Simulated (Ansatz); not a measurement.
# Geometry relaxation of Cu (part 1 of 3)

- system: Cu (defect cell, 26 atoms in the cell)
- method: DFT PBE, scalar-relativistic, plane waves, PAW, no spin polarisation (Ansatz 0.2.0)

The structure derives from an entry of the Crystallography Open Database. It belongs to a series of runs on one base structure; here: Cu vacancy, atoms relaxed. Figures and captions count atoms from 1; the log counts them from 0 in places.

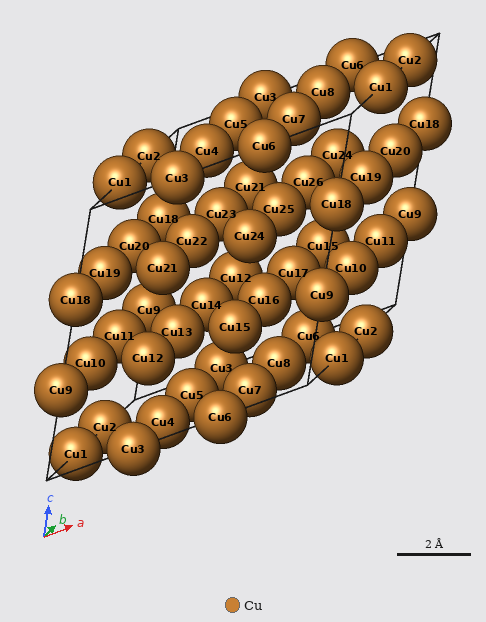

*The starting structure (spheres-only view of the cell of the calculation, seen slightly off an axis; atoms are numbered from 1 in the order of the input).*

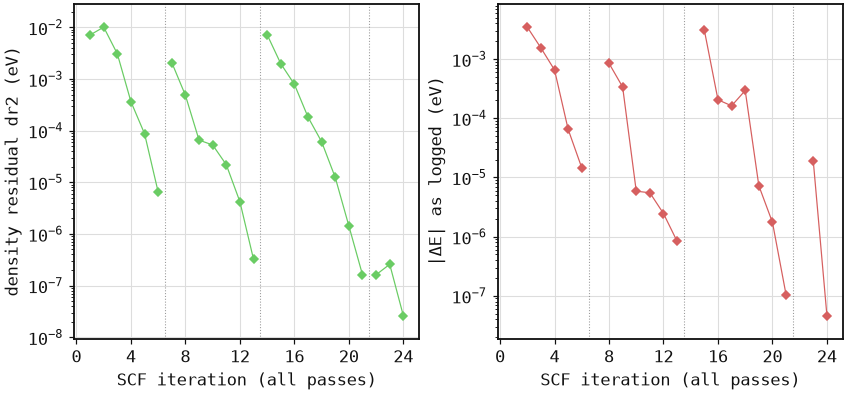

*Convergence of the self-consistent field: density residual dr2 and size of the energy change against the SCF iteration. The dotted lines part the SCF passes of the relaxation: geometry steps, rejected trials and re-solves on a re-selected basis.*

The passes take 6, 7, 8 and 3 iterations.

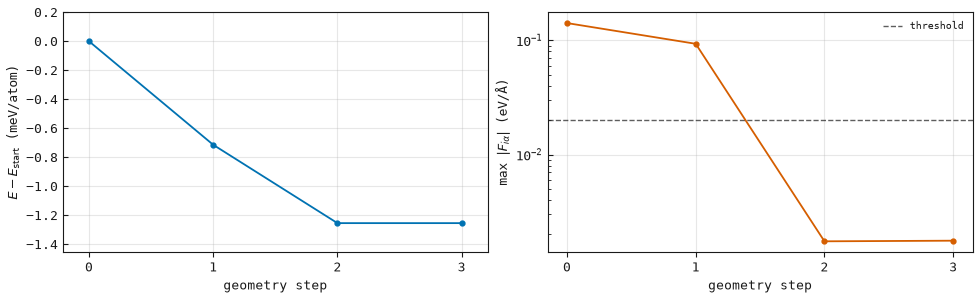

*Progress of the relaxation, step by step (the first geometry is step 0 here and step 1 in the log).*

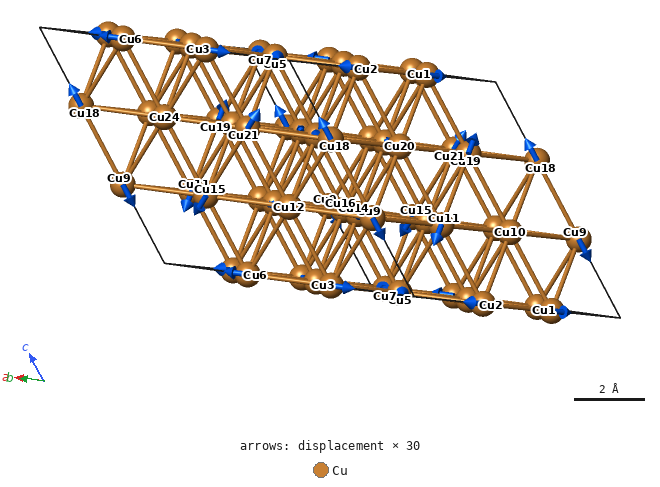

*The starting structure with the displacements as blue arrows, magnified 30 times (ball-and-stick view of the cell of the calculation, seen at an oblique angle).*

The largest moves, 0.025 Å, are those of 12 atoms (Cu1, Cu2, Cu3, Cu5 and others). The cell doesn't change. Distances before and after: Cu11–Cu19 2.567 → 2.617 Å, Cu11–Cu15 2.567 → 2.541 Å, Cu10–Cu11 2.567 → 2.579 Å, Cu11–Cu14 2.567 → 2.561 Å. The energy falls by 1.3 meV per atom in 3 geometry steps. Largest force component: 0.14 eV/Å at the start, 0.0018 eV/Å at the end. (Atoms are counted from 1 in the order of the input.)

The input that produced these results follows, with the program's output.

Input file
```yaml
crystal:
  lattice:
    - [5.444622383, 0.0, 5.444622383]
    - [5.444622383, 5.444622383, 0.0]
    - [0.0, 5.444622383, 5.444622383]
  atoms:
    - { symbol: Cu, position: [0.0, 0.3333333333, 0.0] }
    - { symbol: Cu, position: [0.0, 0.6666666667, 0.0] }
    - { symbol: Cu, position: [0.3333333333, 0.0, 0.0] }
    - { symbol: Cu, position: [0.3333333333, 0.3333333333, 0.0] }
    - { symbol: Cu, position: [0.3333333333, 0.6666666667, 0.0] }
    - { symbol: Cu, position: [0.6666666667, 0.0, 0.0] }
    - { symbol: Cu, position: [0.6666666667, 0.3333333333, 0.0] }
    - { symbol: Cu, position: [0.6666666667, 0.6666666667, 0.0] }
    - { symbol: Cu, position: [0.0, 0.0, 0.3333333333] }
    - { symbol: Cu, position: [0.0, 0.3333333333, 0.3333333333] }
    - { symbol: Cu, position: [0.0, 0.6666666667, 0.3333333333] }
    - { symbol: Cu, position: [0.3333333333, 0.0, 0.3333333333] }
    - { symbol: Cu, position: [0.3333333333, 0.3333333333, 0.3333333333] }
    - { symbol: Cu, position: [0.3333333333, 0.6666666667, 0.3333333333] }
    - { symbol: Cu, position: [0.6666666667, 0.0, 0.3333333333] }
    - { symbol: Cu, position: [0.6666666667, 0.3333333333, 0.3333333333] }
    - { symbol: Cu, position: [0.6666666667, 0.6666666667, 0.3333333333] }
    - { symbol: Cu, position: [0.0, 0.0, 0.6666666667] }
    - { symbol: Cu, position: [0.0, 0.3333333333, 0.6666666667] }
    - { symbol: Cu, position: [0.0, 0.6666666667, 0.6666666667] }
    - { symbol: Cu, position: [0.3333333333, 0.0, 0.6666666667] }
    - { symbol: Cu, position: [0.3333333333, 0.3333333333, 0.6666666667] }
    - { symbol: Cu, position: [0.3333333333, 0.6666666667, 0.6666666667] }
    - { symbol: Cu, position: [0.6666666667, 0.0, 0.6666666667] }
    - { symbol: Cu, position: [0.6666666667, 0.3333333333, 0.6666666667] }
    - { symbol: Cu, position: [0.6666666667, 0.6666666667, 0.6666666667] }
basis:
  ecutwfc: 420
kpoints:
  mp_grid: { grid: [4, 4, 4] }
hamiltonian:
  xc: pbe
scf:
  occupations: { method: gaussian, width: 0.1 }
output:
  forces: true
  stress: true
  eigenvalues: true
relax:
  adjacent_minimum: "off"
  f_tol: 0.02
  max_steps: 50
```

Command:
```bash
ansatz run input.yaml --threads 4 --pin off --max-ram 2560MiB --backend cpu --events-out ev --progress --plain --runs-dir out
```

The program's output
```
Warning: output.stress: scf.convergence.dr2_threshold = 1e-7 eV (the SCF's general default) is looser than the 2.6e-9 eV advised for a printed stress (1e-10 eV for each atom of the cell: 26). What an SCF threshold leaves in a stress goes as its square root, and in the free energy as the threshold itself, and one threshold admits the most on a small cell: of the crystals measured, under no hybrid functional and no lock of the moments, on runs that ended without the residual-converged pass, on stresses that held no estimate of that error, the worst erred by over 100 MPa in a component at 1e-7 eV an atom and by under 5 at 1e-10. Every solve of this run answers to scf.convergence.dr2_threshold, and the tensor of one is reported: a single SCF on the reported geometry and on this run's grids (its basis.xc_grid and basis.ecutrho_ratio typed), with scf.convergence.dr2_threshold at 2.6e-9 eV or tighter, prints it and tightens no other solve. Else set scf.convergence.dr2_threshold to 2.6e-9 eV or tighter. The threshold is an SCF's pass mark: one that does not reach it within its budget of iterations ends unconverged, or closes short of it on a stop that the run arms, and scf.convergence.dr2_threshold's page says what that costs each kind of run
Engine: ansatz 0.2.0, x86_64-unknown-linux-gnu
Pseudopotentials: kind: paw
Pseudopotential: Cu, paw, valence charge 19, recommended cutoff 420 eV (normal), Cu.paw.azcp
Functional definition: PBE
  parameter kappa = 0.804
  parameter beta = 0.06672455060314922
  exchange = pbe_x(kappa = kappa, mu = beta*pi^2/3)
  correlation = pbe_c(beta = beta)
Crystal: 26 atoms, lattice volume = 322.800 Å³
Basis set: ecut = 420 eV, 6303 PW (Γ), exchange–correlation on 108×108×108 points (8 copies of the dense FFT grid, shifted against one another)
Bands: 297, of which v1, the nominal top of the filled ones, is band 247 counted from 1 (246 counted from 0)
Symmetry: 48 space group operations
Space group: Fm-3m (ITA 225), of the structure as read, at distance tolerance 6.9e-5 Å
k-points: 8 of 64
Non-local potential: Cu, projectors of the file, l = 0: 3, l = 1: 2, l = 2: 3, l = 3: 1
PAW form: soft (Blöchl's): semilocal exchange-correlation on the pseudo side does not see the compensation charge
PAW one-centre angular grid: Cu, 590 points (default); XC on 64 Gauss nodes
Initial density: superposition of atomic densities (neutral atoms: chi_scale 0, normalization atom), corrected by the library's trained network
Initial wavefunctions: pseudopotential atomic-orbital guess
Functional: x = pbe(κ = 0.804, μ = 0.2195149727645171), c = pbe(β = 0.06672455060314922)
SCF iter   1: F=—  HF=-172253.252463 eV  |F-HF|=—  |Δ(HF+E_count)|=         —  Δρ=1.35e-3  dr2=7.12e-3  ethr=1.77e-3  ⟨swp⟩=5.0  Hψ=7335  notcnv=0  defer=166
preconditioner: auto → LDOS  [metal: Δε(μ)=0.016 eV  Ē_g=9.843 eV  σ=0.100 eV  W_gap=0.09  n_scr=136 (ndim 8)  ℏωp=35.0 eV  f_vac=0.018  D(μ)=16.33/eV (n_scr^D=168)  β→1.0]
SCF iter   2: F=—  HF=-172253.255927 eV  |F-HF|=—  |Δ(HF+E_count)|=   3.46e-3  Δρ=2.33e-3  dr2=1.01e-2  ethr=1.44e-6  ⟨swp⟩=2.5  Hψ=4925  notcnv=0  defer=241
SCF iter   3: F=—  HF=-172253.254388 eV  |F-HF|=—  |Δ(HF+E_count)|=   1.54e-3  Δρ=1.33e-3  dr2=3.07e-3  ethr=1.44e-6  ⟨swp⟩=2.0  Hψ=3920  notcnv=0  defer=241
SCF iter   4: F=—  HF=-172253.253734 eV  |F-HF|=—  |Δ(HF+E_count)|=   6.54e-4  Δρ=3.85e-4  dr2=3.63e-4  ethr=6.22e-7  ⟨swp⟩=2.0  Hψ=3112  notcnv=0  defer=241
SCF iter   5: F=—  HF=-172253.253670 eV  |F-HF|=—  |Δ(HF+E_count)|=   6.48e-5  Δρ=1.78e-4  dr2=8.70e-5  ethr=7.34e-8  ⟨swp⟩=2.1  Hψ=3375  notcnv=0  defer=241
SCF iter   6: F=-172253.253650 eV  HF=-172253.253655 eV  |F-HF|=5.50e-6  |Δ(HF+E_count)|=   1.45e-5  Δρ=4.40e-5  dr2=6.45e-6  ethr=2.02e-9  ⟨swp⟩=9.5  Hψ=12860  notcnv=0
SCF 1 converged in 6 iterations: F = -172253.253650 eV  dr2 = 6.45e-6
  greatest PAW one-centre occupation: 1.000 electrons in one spin orbital (limit 2), on the Cu atom at site 18 (counted from 0), in its partial waves of l = 0
relax step   1: F+E_penalty+E_count = -172253.25364968 eV  Δ(F+E_penalty+E_count) = +0.000e0 eV  max|allowed force component| = 1.419e-1 eV/Å  Δτ_max = 0.0000 Å  (6 SCF iters, dr2 threshold 1.00e-5 eV, accepted)
Initial density: handed on by an earlier stage of this run
Initial wavefunctions: those handed on with the density
iter 1 solved again at ethr=4.17e-7 eV; its pass at ethr=3.10e-3 eV (dr2=2.06e-3 eV) is discarded
SCF iter   1: F=—  HF=-172253.273412 eV  |F-HF|=—  |Δ(HF+E_count)|=         —  Δρ=1.28e-3  dr2=2.08e-3  ethr=4.17e-7  ⟨swp⟩=2.4  Hψ=8498  notcnv=0  defer=171
preconditioner: auto → LDOS  [metal: Δε(μ)=0.016 eV  Ē_g=9.844 eV  σ=0.100 eV  W_gap=0.09  n_scr=136 (ndim 8)  ℏωp=35.0 eV  f_vac=0.017  D(μ)=16.22/eV (n_scr^D=168)  β→1.0]
SCF iter   2: F=—  HF=-172253.272566 eV  |F-HF|=—  |Δ(HF+E_count)|=   8.46e-4  Δρ=3.39e-4  dr2=4.83e-4  ethr=4.17e-7  ⟨swp⟩=2.0  Hψ=3892  notcnv=0  defer=171
SCF iter   3: F=—  HF=-172253.272229 eV  |F-HF|=—  |Δ(HF+E_count)|=   3.37e-4  Δρ=1.78e-4  dr2=6.55e-5  ethr=9.79e-8  ⟨swp⟩=2.0  Hψ=3204  notcnv=0  defer=171
SCF iter   4: F=—  HF=-172253.272223 eV  |F-HF|=—  |Δ(HF+E_count)|=   5.85e-6  Δρ=1.59e-4  dr2=5.28e-5  ethr=1.33e-8  ⟨swp⟩=2.0  Hψ=3985  notcnv=0  defer=171
SCF iter   5: F=—  HF=-172253.272218 eV  |F-HF|=—  |Δ(HF+E_count)|=   5.50e-6  Δρ=9.71e-5  dr2=2.19e-5  ethr=1.07e-8  ⟨swp⟩=1.9  Hψ=2198  notcnv=0  defer=171
SCF iter   6: F=—  HF=-172253.272215 eV  |F-HF|=—  |Δ(HF+E_count)|=   2.45e-6  Δρ=4.25e-5  dr2=4.20e-6  ethr=4.44e-9  ⟨swp⟩=2.0  Hψ=2926  notcnv=0  defer=171
SCF iter   7: F=-172253.272214 eV  HF=-172253.272214 eV  |F-HF|=2.93e-7  |Δ(HF+E_count)|=   8.32e-7  Δρ=9.46e-6  dr2=3.23e-7  ethr=2.55e-10  ⟨swp⟩=9.0  Hψ=11563  notcnv=0
SCF 2 converged in 7 iterations: F = -172253.272214 eV  dr2 = 3.23e-7
relax step   2: F+E_penalty+E_count = -172253.27221394 eV  Δ(F+E_penalty+E_count) = -1.856e-2 eV  max|allowed force component| = 9.342e-2 eV/Å  Δτ_max = 0.0085 Å  (7 SCF iters, dr2 threshold 1.26e-6 eV, accepted)
SCF iter   1: F=—  HF=-172253.289987 eV  |F-HF|=—  |Δ(HF+E_count)|=         —  Δρ=2.46e-3  dr2=7.21e-3  ethr=1.52e-5  ⟨swp⟩=5.5  Hψ=5849  notcnv=0  defer=311
preconditioner: auto → LDOS  [metal: Δε(μ)=0.023 eV  Ē_g=9.839 eV  σ=0.100 eV  W_gap=0.13  n_scr=136 (ndim 8)  ℏωp=35.0 eV  f_vac=0.016  D(μ)=15.90/eV (n_scr^D=136)  β→1.0]
SCF iter   2: F=—  HF=-172253.286926 eV  |F-HF|=—  |Δ(HF+E_count)|=   3.06e-3  Δρ=7.81e-4  dr2=1.98e-3  ethr=1.46e-6  ⟨swp⟩=2.0  Hψ=4169  notcnv=0  defer=311
SCF iter   3: F=—  HF=-172253.286720 eV  |F-HF|=—  |Δ(HF+E_count)|=   2.05e-4  Δρ=6.74e-4  dr2=7.90e-4  ethr=4.00e-7  ⟨swp⟩=2.0  Hψ=3203  notcnv=0  defer=311
SCF iter   4: F=—  HF=-172253.286559 eV  |F-HF|=—  |Δ(HF+E_count)|=   1.62e-4  Δρ=2.94e-4  dr2=1.83e-4  ethr=1.60e-7  ⟨swp⟩=2.0  Hψ=3961  notcnv=0  defer=311
SCF iter   5: F=—  HF=-172253.286264 eV  |F-HF|=—  |Δ(HF+E_count)|=   2.94e-4  Δρ=1.67e-4  dr2=6.09e-5  ethr=3.70e-8  ⟨swp⟩=2.0  Hψ=2933  notcnv=0  defer=311
SCF iter   6: F=—  HF=-172253.286257 eV  |F-HF|=—  |Δ(HF+E_count)|=   7.24e-6  Δρ=6.64e-5  dr2=1.24e-5  ethr=1.23e-8  ⟨swp⟩=2.0  Hψ=3104  notcnv=0  defer=311
SCF iter   7: F=—  HF=-172253.286255 eV  |F-HF|=—  |Δ(HF+E_count)|=   1.74e-6  Δρ=2.07e-5  dr2=1.43e-6  ethr=2.50e-9  ⟨swp⟩=2.0  Hψ=3139  notcnv=0  defer=311
SCF iter   8: F=-172253.286255 eV  HF=-172253.286255 eV  |F-HF|=1.45e-7  |Δ(HF+E_count)|=   1.04e-7  Δρ=7.49e-6  dr2=1.62e-7  ethr=1.10e-10  ⟨swp⟩=9.0  Hψ=11472  notcnv=0
SCF 3 converged in 8 iterations: F = -172253.286255 eV  dr2 = 1.62e-7
  greatest PAW one-centre occupation: 1.000 electrons in one spin orbital (limit 2), on the Cu atom at site 20 (counted from 0), in its partial waves of l = 0
relax step   3: F+E_penalty+E_count = -172253.28625509 eV  Δ(F+E_penalty+E_count) = -1.404e-2 eV  max|allowed force component| = 1.741e-3 eV/Å  Δτ_max = 0.0166 Å  (8 SCF iters, dr2 threshold 5.45e-7 eV, accepted)
iter 1 solved again at ethr=3.29e-11 eV; its pass at ethr=3.10e-3 eV (dr2=1.62e-7 eV) is discarded
SCF iter   1: F=—  HF=-172253.286274 eV  |F-HF|=—  |Δ(HF+E_count)|=         —  Δρ=7.49e-6  dr2=1.62e-7  ethr=3.29e-11  ⟨swp⟩=1.0  Hψ=6599  notcnv=0
preconditioner: auto → LDOS  [metal: Δε(μ)=0.022 eV  Ē_g=9.839 eV  σ=0.100 eV  W_gap=0.12  n_scr=136 (ndim 8)  ℏωp=35.0 eV  f_vac=0.016  D(μ)=15.91/eV (n_scr^D=136)  β→1.0]
SCF iter   2: F=—  HF=-172253.286255 eV  |F-HF|=—  |Δ(HF+E_count)|=   1.86e-5  Δρ=1.18e-5  dr2=2.58e-7  ethr=3.28e-11  ⟨swp⟩=2.0  Hψ=4022  notcnv=0
SCF iter   3: F=-172253.286255 eV  HF=-172253.286255 eV  |F-HF|=3.39e-8  |Δ(HF+E_count)|=   4.61e-8  Δρ=3.67e-6  dr2=2.61e-8  ethr=2.02e-11  ⟨swp⟩=2.2  Hψ=8495  notcnv=0
SCF 4 converged in 3 iterations: F = -172253.286255 eV  dr2 = 2.61e-8
  greatest PAW one-centre occupation: 1.000 electrons in one spin orbital (limit 2), on the Cu atom at site 5 (counted from 0), in its partial waves of l = 0
relax step   4: F+E_penalty+E_count = -172253.28625522 eV  Δ(F+E_penalty+E_count) = -1.272e-7 eV  max|allowed force component| = 1.763e-3 eV/Å  Δτ_max = 0.0000 Å  (3 SCF iters, accepted)
SCF converged after 3 iterations
Free energy (F): -172253.286255 eV
Harris-Foulkes:  -172253.286255 eV  (|F-HF|=3.39e-8)
Internal energy: -172253.206691 eV  (E = F + TS)
E sigma→0 (E₀):  -172253.246473 eV
Entropy (-TS):   -0.079564 eV (-3.060 meV/atom)
Fermi energy:    15.634329 eV
--- Per-component energies (eV) ---
  E_band       = -9823.824628
  E_kinetic    = 7789.741462
  E_local      = -109549.151818  (includes V_loc(G=0)·N_el)
  E_nonlocal   = 10141.912995
  E_hartree    = 48275.522046
  E_xc         = -2321.961470
  E_vxc        = -2995.926051  (∫ρ·V_xc dr)
  E_paw        = -43242.038547  (= ΣΔE_a)
  E_vpaw       = -11761.473874  (= ΣTr[D̂ρ^β])
  E_aug_tail   = 0.006392  (compensation charges beyond the density's cutoff)
  E_ewald      = -83347.237751
  E_smearing   = -0.079564  (= −TS)
  E_closure    = 0.000000  (closes the sum)
  Σ components = -172253.286255   (vs F -172253.286255, Δ=0.00e0)
--- Forces (eV/Å), atoms counted from 1 ---
  atom   1  Cu    -0.00150833    -0.00150833     0.00000000
  atom   2  Cu     0.00150833     0.00150833    -0.00000000
  atom   3  Cu    -0.00150833     0.00000000    -0.00150833
  atom   4  Cu    -0.00137223     0.00137223     0.00137223
  atom   5  Cu     0.00000000     0.00150833    -0.00150833
  atom   6  Cu     0.00150833    -0.00000000     0.00150833
  atom   7  Cu     0.00000000    -0.00150833     0.00150833
  atom   8  Cu     0.00137223    -0.00137223    -0.00137223
  atom   9  Cu    -0.00000000    -0.00150833    -0.00150833
  atom  10  Cu     0.00137223    -0.00137223     0.00137223
  atom  11  Cu     0.00150833    -0.00000000    -0.00150833
  atom  12  Cu     0.00137223     0.00137223    -0.00137223
  atom  13  Cu    -0.00137223    -0.00137223    -0.00137223
  atom  14  Cu    -0.00000000     0.00000000     0.00176277
  atom  15  Cu     0.00150833    -0.00150833    -0.00000000
  atom  16  Cu    -0.00000000     0.00176277    -0.00000000
  atom  17  Cu    -0.00176277    -0.00000000     0.00000000
  atom  18  Cu    -0.00000000     0.00150833     0.00150833
  atom  19  Cu    -0.00150833     0.00000000     0.00150833
  atom  20  Cu    -0.00137223     0.00137223    -0.00137223
  atom  21  Cu    -0.00150833     0.00150833     0.00000000
  atom  22  Cu     0.00176277     0.00000000     0.00000000
  atom  23  Cu     0.00000000    -0.00176277    -0.00000000
  atom  24  Cu    -0.00137223    -0.00137223     0.00137223
  atom  25  Cu     0.00000000     0.00000000    -0.00176277
  atom  26  Cu     0.00137223     0.00137223     0.00137223
  max |Σ_I F_I| component: 1.73e-18 eV/Å
--- Stress (GPa, compression-positive) ---
       -1.683877      -0.000000      -0.000000
        0.000000      -1.683877       0.000000
       -0.000000       0.000000      -1.683877
  P = ⅓ Tr σ = -1.6839 GPa (-16.839 kbar)
--- Band table (eV; the first three rows and the last of 8) ---
```
